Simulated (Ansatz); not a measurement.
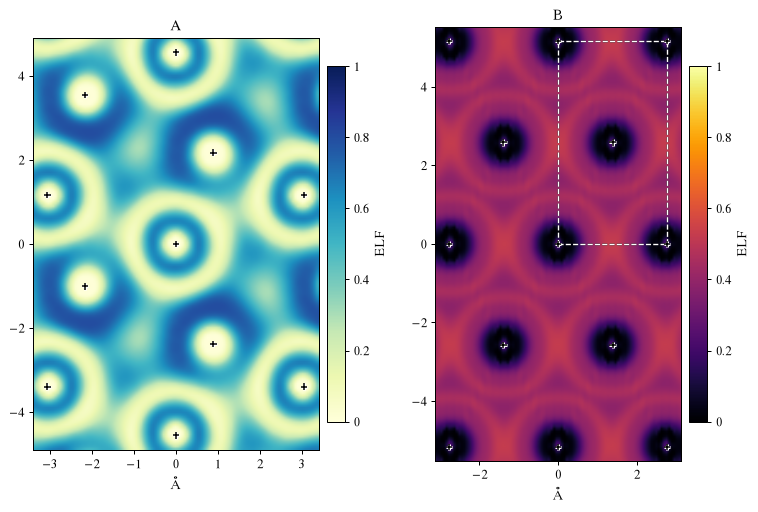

The ELF of 2 systems, each on a plane through atoms (crosses mark nuclei in the plane).

Method: Ansatz, Kohn-Sham DFT of a periodic cell, r2SCAN, Ansatz PAW.

System 1: TiB, the (010) plane of the conventional cell. Space group Pnma.

```cif
data_structure
_symmetry_space_group_name_H-M 'P 1'
_symmetry_Int_Tables_number 1
_cell_length_a 6.1007
_cell_length_b 3.0487
_cell_length_c 4.5570
_cell_angle_alpha 90.000
_cell_angle_beta 90.000
_cell_angle_gamma 90.000
_cell_volume 84.76
loop_
_atom_site_label
_atom_site_type_symbol
_atom_site_fract_x
_atom_site_fract_y
_atom_site_fract_z
_atom_site_occupancy
Ti1 Ti 0.67758 0.25000 0.37733 1
Ti2 Ti 0.32242 0.75000 0.62267 1
Ti3 Ti 0.82242 0.75000 0.87733 1
Ti4 Ti 0.17758 0.25000 0.12267 1
B1 B 0.53012 0.25000 0.90062 1
B2 B 0.46988 0.75000 0.09938 1
B3 B 0.96988 0.75000 0.40062 1
B4 B 0.03012 0.25000 0.59938 1
```

System 2: Ge, the (001) plane of the conventional cell. Space group Cmmm; a structure from a database of computed crystals, not necessarily the ambient phase.

```xyz
2
Lattice="2.7755 0.0000 0.0000 0.0000 5.1661 0.0000 0.0000 0.0000 2.6801" Properties=species:S:1:pos:R:3 pbc="T T T"
Ge    0.0000    2.5831    0.0000
Ge    1.3878    0.0000    0.0000
```

### Which map belongs to which system?

Panel A is system 1, TiB: the plane holds Ti and B. Ti–B (2.35 Å): the ELF peaks at about 0.60 in the valence shell of B, 0.8 Å from its nucleus, and is about 0.20 at the midpoint. Panel B is system 2, Ge: the plane holds Ge. Ge–Ge (2.78 Å): the ELF reaches about 0.50 near the midpoint.
